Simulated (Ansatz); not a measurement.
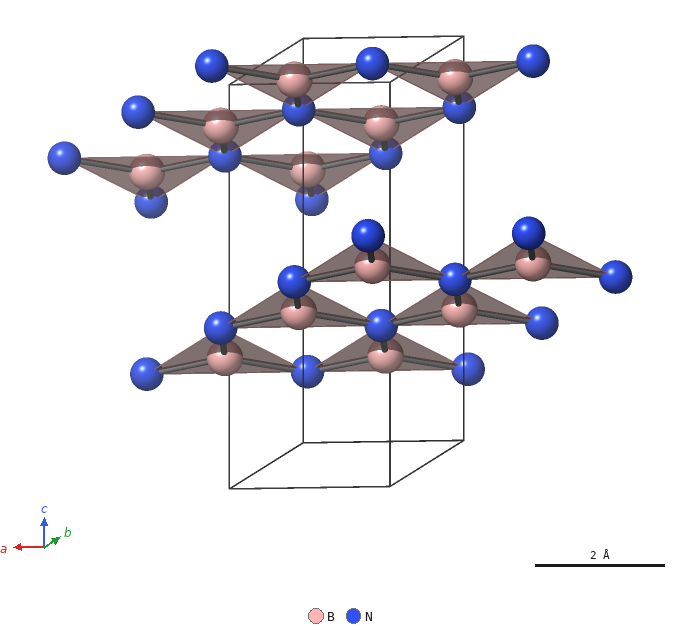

The structure (polyhedral view of the cell of the calculation, repeated 2 × 3 × 1, seen at an oblique angle; polyhedra are completed across the faces of the cell). An atom can appear more than once, as a periodic image.

# Run report: BN, single-point calculation

System: BN (P6₃/mmc, 4 atoms in the cell).
Method: DFT PBE+D3(BJ), scalar-relativistic, plane waves, PAW, no spin polarisation (Ansatz 0.2.0).

The structure derives from an entry of the Crystallography Open Database. It belongs to a series of runs on one base structure; here: the database's cell and atoms.

Output:
```
Engine: ansatz 0.2.0, aarch64-unknown-linux-gnu
Pseudopotentials: kind: paw
Pseudopotential: B, paw, valence charge 3, recommended cutoff 420 eV (normal), B.paw.azcp
Pseudopotential: N, paw, valence charge 5, recommended cutoff 420 eV (normal), N.paw.azcp
Functional definition: PBE
  parameter kappa = 0.804
  parameter beta = 0.06672455060314922
  exchange = pbe_x(kappa = kappa, mu = beta*pi^2/3)
  correlation = pbe_c(beta = beta)
Crystal: 4 atoms, lattice volume = 35.866 Å³
Basis set: ecut = 420 eV, 689 PW (Γ), exchange–correlation on 36×36×90 points (8 copies of the dense FFT grid, shifted against one another)
Bands: 12, of which v1, the nominal top of the filled ones, is band 8 counted from 1 (7 counted from 0)
Symmetry: 24 space group operations
Space group: P63/mmc (ITA 194), of the structure as read, at distance tolerance 3.3e-5 Å
k-points: 57 of 576
Non-local potential: B, projectors of the file, l = 0: 2, l = 1: 2, l = 2: 1
Non-local potential: N, projectors of the file, l = 0: 2, l = 1: 2, l = 2: 1
PAW form: soft (Blöchl's): semilocal exchange-correlation on the pseudo side does not see the compensation charge
PAW one-centre angular grid: B, 110 points (default); XC on 64 Gauss nodes
PAW one-centre angular grid: N, 110 points (default); XC on 64 Gauss nodes
Initial density: superposition of atomic densities (neutral atoms: chi_scale 0, normalization atom), corrected by the library's trained network
Initial wavefunctions: pseudopotential atomic-orbital guess
Functional: x = pbe(κ = 0.804, μ = 0.2195149727645171), c = pbe(β = 0.06672455060314922)
SCF iter   1: F=—  HF=-1085.368210 eV  |F-HF|=—  |Δ(HF+E_count)|=         —  Δρ=1.47e-3  dr2=2.09e-4  ethr=1.77e-3  ⟨swp⟩=6.3  Hψ=4293  notcnv=0
preconditioner: auto → none  [insulator: Δε(μ)=4.289 eV  Ē_g=15.893 eV  σ=0.020 eV  W_gap=1.00  n_scr=4 (ndim 8)  ℏωp=24.8 eV  f_vac=0.022  D(μ)=0.00/eV (n_scr^D=0)  ε∞_Penn≈3.4]
SCF iter   2: F=—  HF=-1085.369253 eV  |F-HF|=—  |Δ(HF+E_count)|=   1.04e-3  Δρ=7.41e-4  dr2=4.20e-5  ethr=1.31e-6  ⟨swp⟩=2.2  Hψ=1756  notcnv=0
SCF iter   3: F=—  HF=-1085.369556 eV  |F-HF|=—  |Δ(HF+E_count)|=   3.03e-4  Δρ=3.30e-4  dr2=8.79e-6  ethr=2.62e-7  ⟨swp⟩=2.0  Hψ=1122  notcnv=0
iter 4 did not close the SCF: its close was put off for the readings that it lacked (scf_convergence_deferred on its scf_iter line)
SCF iter   4: F=-1085.369627 eV  HF=-1085.369627 eV  |F-HF|=3.41e-7  |Δ(HF+E_count)|=   7.08e-5  Δρ=2.37e-5  dr2=6.97e-8  ethr=5.49e-8  ⟨swp⟩=2.1  Hψ=1140  notcnv=0
iter 5 did not close the SCF: its close was put off for the readings that it lacked (scf_convergence_deferred on its scf_iter line)
SCF iter   5: F=-1085.369627 eV  HF=-1085.369627 eV  |F-HF|=5.63e-9  |Δ(HF+E_count)|=   3.73e-7  Δρ=4.66e-6  dr2=5.06e-9  ethr=4.36e-10  ⟨swp⟩=2.0  Hψ=1136  notcnv=0
SCF iter   6: F=-1085.369627 eV  HF=-1085.369627 eV  |F-HF|=2.26e-10  |Δ(HF+E_count)|=   8.03e-9  Δρ=6.00e-7  dr2=7.02e-11  ethr=3.16e-11  ⟨swp⟩=1.6  Hψ=2131  notcnv=0
SCF 1 converged in 6 iterations: F = -1085.369627 eV  dr2 = 7.02e-11
  greatest PAW one-centre occupation: 0.798 electrons in one spin orbital (limit 2), on the N atom at site 3 (counted from 0), in its partial waves of l = 0
```

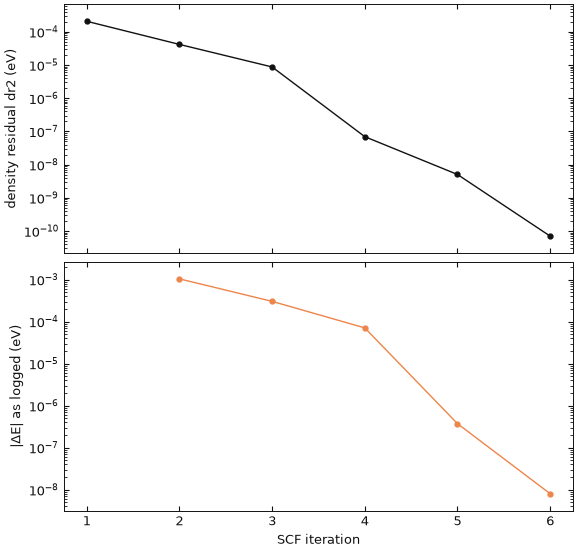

Convergence of the self-consistent field: density residual dr2 and size of the energy change against the SCF iteration. The residual falls at every step.

```
SCF converged after 6 iterations
Free energy (F): -1085.369627 eV
Harris-Foulkes:  -1085.369627 eV  (|F-HF|=2.26e-10)
Internal energy: -1085.369627 eV  (E = F + TS)
E sigma→0 (E₀):  -1085.369627 eV
Fermi energy:    6.940189 eV
--- Per-component energies (eV) ---
  E_band       = -37.450015
  E_kinetic    = 367.634164
  E_local      = -693.889894  (includes V_loc(G=0)·N_el)
  E_nonlocal   = 115.817591
  E_hartree    = 223.929417
  E_xc         = -184.631247
  E_vxc        = -229.080226  (∫ρ·V_xc dr)
  E_paw        = -413.730874  (= ΣΔE_a)
  E_vpaw       = -45.790784  (= ΣTr[D̂ρ^β])
  E_aug_tail   = 0.000198  (compensation charges beyond the density's cutoff)
  E_ewald      = -499.931209
  E_disp       = -0.567774  (pairwise vdW)
  E_smearing   = -0.000000  (= −TS)
  E_closure    = 0.000000  (closes the sum)
  Σ components = -1085.369627   (vs F -1085.369627, Δ=0.00e0)
--- Forces (eV/Å), atoms counted from 1 ---
  atom   1  B      0.00000000    -0.00000000    -0.00000000
  atom   2  B      0.00000000     0.00000000     0.00000000
  atom   3  N     -0.00000000    -0.00000000    -0.00000000
  atom   4  N     -0.00000000     0.00000000     0.00000000
  max |Σ_I F_I| component: 2.04e-16 eV/Å
--- Stress (GPa, compression-positive) ---
        3.577872      -0.000000       0.000000
        0.000000       3.577872      -0.000000
        0.000000      -0.000000      -0.110207
  P = ⅓ Tr σ = 2.3485 GPa (23.485 kbar)
--- Band table (eV; the first three rows and the last of 57) ---
  k-point 0: bands = ["-13.0436", "-12.7483", "-1.4564", "0.6704", "3.4723", "3.4723", "3.5094", "3.5094", "10.0608", "15.1420", "16.4271", "16.4271"]
  k-point 1: bands = ["-13.0025", "-12.7940", "-1.1968", "0.2862", "3.4778", "3.4778", "3.5036", "3.5036", "10.7627", "14.2440", "16.4450", "16.4450"]
  k-point 2: bands = ["-12.9007", "-12.9007", "-0.5146", "-0.5146", "3.4903", "3.4903", "3.4903", "3.4903", "12.4359", "12.4359", "16.4878", "16.4878"]
  k-point 56: bands = ["-9.2021", "-9.2021", "-3.1384", "-3.1384", "-2.3641", "-2.3641", "4.7929", "4.7929", "9.4565", "9.4565", "16.8378", "16.8378"]
--- Löwdin populations: 4 sites ---
  site symbol       q [e]
     0      B      2.6043
     1      B      2.6043
     2      N      5.3379
     3      N      5.3379
  spilling = 0.007228 (of n_electrons = 16.000000)
```

File populations.tsv:
```
# site	symbol	l	j	q
# orbitals = lowdin
# n_electrons = 16.000000
# spilling = 0.007228
0	B	0_2S	-	0.623138
0	B	1_2P	-	1.981136
1	B	0_2S	-	0.623138
1	B	1_2P	-	1.981136
2	N	0_2S	-	1.148508
2	N	1_2P	-	4.189391
3	N	0_2S	-	1.148508
3	N	1_2P	-	4.189391
```

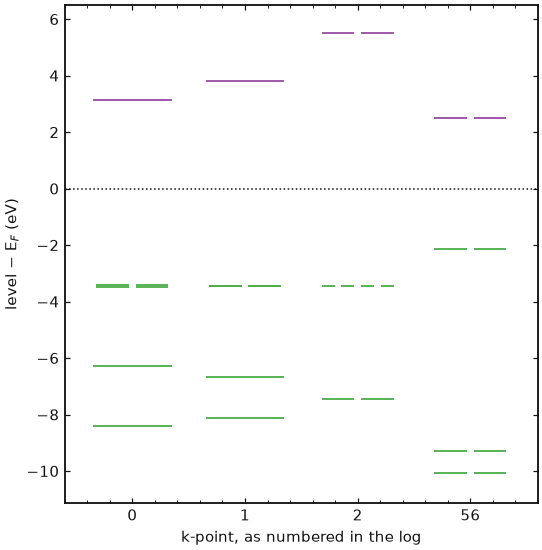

Kohn–Sham levels near the Fermi level (dotted) at the few k-points that the log prints; levels within 0.02 eV of each other stand side by side. Among these points the highest filled and lowest empty levels are 4.66 eV apart; the gap on the full mesh, 4.29 eV, has an edge at a point that isn't printed.

The run was set up as follows.

The input:
```yaml
crystal:
  lattice:
    - [2.49824, 0.0, 0.0]
    - [-1.24912, 2.1635393048, 0.0]
    - [0.0, 0.0, 6.6357]
  atoms:
    - { symbol: B, position: [0.3333333333, 0.6666666667, 0.25] }
    - { symbol: B, position: [0.6666666667, 0.3333333333, 0.75] }
    - { symbol: "N", position: [0.3333333333, 0.6666666667, 0.75] }
    - { symbol: "N", position: [0.6666666667, 0.3333333333, 0.25] }
basis:
  ecutwfc: 420
kpoints:
  mp_grid: { grid: [12, 12, 4] }
hamiltonian:
  xc: pbe
  dispersion: d3bj
scf:
  occupations: { method: gaussian, width: 0.02 }
output:
  forces: true
  stress: true
  eigenvalues: true
  populations: true
```

Command:
```bash
ansatz run input.yaml --threads 1 --pin off --max-ram 2560MiB --backend cpu --events-out ev --progress --plain --runs-dir out
```

Summary:

```csv
quantity,value
outcome,converged
space group (tolerance 0.01 Å),P6₃/mmc (194)
electrons treated,16
free energy,−1085.3696 eV
Fermi energy,6.940 eV
gap on the k-point mesh,4.29 eV
pressure,2.35 GPa
largest force (length of the vector),under 0.001 eV/Å
hardware,"1 thread of Arm Neoverse V1, 24 GiB of memory available, shared host"
wall time,1.8 s
peak memory,0.29 GiB
```
